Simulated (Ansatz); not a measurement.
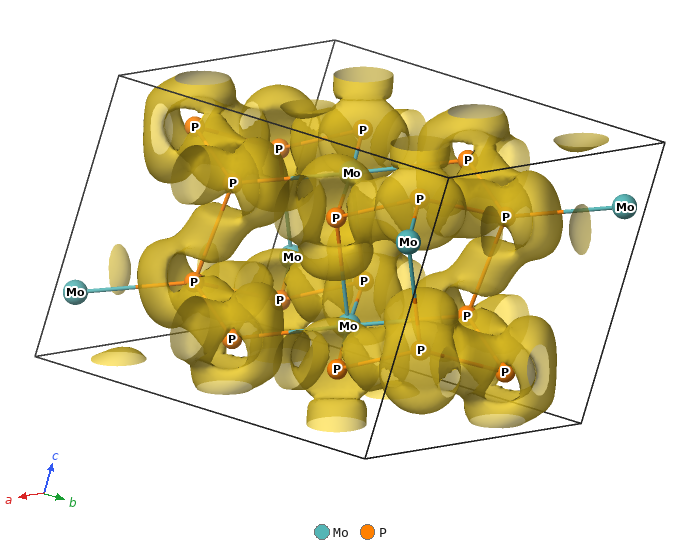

The picture shows: MoP$_{4}$. Isosurface of the ELF at 0.7 (yellow), seen at an oblique angle. Core shells and regions of very low density are left out. Sticks mark near contacts.

Space group C2/c; computed without spin polarisation.

Theory: DFT r2SCAN, scalar-relativistic, plane waves, PAW in Ansatz.

Core electrons are frozen (PAW), and the valence fields are smoothed inside the atomic spheres.

```xyz
20
Lattice="5.3418 0.0000 -0.0037 0.0000 11.2131 0.0000 -2.0665 0.0000 5.4836" Properties=species:S:1:pos:R:3 pbc="T T T"
Mo   -0.5166    0.6608    1.3709
Mo    2.1543    6.2673    1.3690
Mo   -1.5499   10.5523    4.1127
Mo    1.1210    4.9458    4.1108
P     0.0776    1.0587    3.7428
P     2.7485    6.6653    3.7409
P    -0.5064    6.6653    4.4808
P     2.1645    1.0587    4.4789
P     0.5268    4.5478    1.7390
P     3.1977   10.1544    1.7371
P     1.1108   10.1544    1.0010
P     3.7817    4.5478    0.9991
P     1.0899    2.4887    1.0376
P     3.7608    8.0953    1.0357
P     0.5478    8.0953    1.7023
P     3.2187    2.4887    1.7005
P    -0.4854    3.1178    4.4441
P     2.1855    8.7244    4.4423
P     0.0566    8.7244    3.7794
P     2.7275    3.1178    3.7776
```

Describe the localisation domains.

Answer. The ELF exceeds this value in sheets that run through the cell in two directions, counted in one cell of 20 atoms. Any copies at cell faces, edges or corners count once. Along the contacts the grid gives the following. P–P (2.21 Å): the ELF peaks at about 0.90 between the atoms. Mo–P (2.40 Å): the ELF peaks at about 0.85 in the valence shell of P, 0.7 Å from its nucleus, and is about 0.35 at the midpoint.

Which way does charge flow, and how much by Bader's partition?

Answer. Electrons move from Mo towards P. Bader charges: Mo +0.84 and P −0.31 to −0.11 e.

Metal or insulator at this level of theory?

Answer. It is metallic or semimetallic at this level of theory: no gap opens.
